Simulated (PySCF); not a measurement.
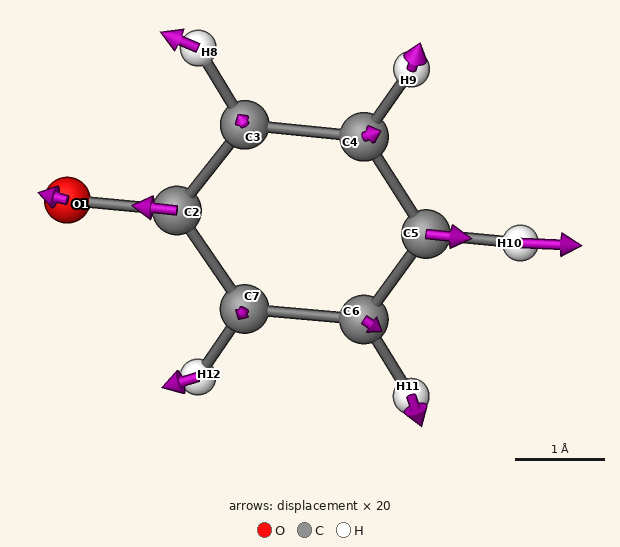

A relaxation of C6H5O (charge −1). The starting structure is drawn; purple arrows show the displacements, magnified 20 times. The two geometries are superimposed by the best rigid fit.

The picture is a ball-and-stick view, seen at a tilt.

The start comes from GFN2-xTB.

These are results of PySCF 2.14.0, density-fitted response routines, PBE0-D3(BJ)/def2-SVP geometry optimisation, gas phase, not measurements. 

Describe the change and its energy.

After 4 geometry steps the energy has fallen by 4.82 kJ/mol. Largest force component: 0.99 eV/Å at the start, 0.014 eV/Å at the end. H10 moves most after the best rigid fit: 0.035 Å. Largest moves by element: H 0.035 Å, C 0.027 Å, O 0.018 Å. Among the contacts that change: C2–C3 1.432 → 1.451 Å, C3–C4 1.372 → 1.386 Å, C4–C5 1.390 → 1.403 Å, C3–H8 1.086 → 1.096 Å. The run took roughly 27 core-seconds on a shared host.

Limits of the set-up: the basis has no diffuse functions, which an anion needs.
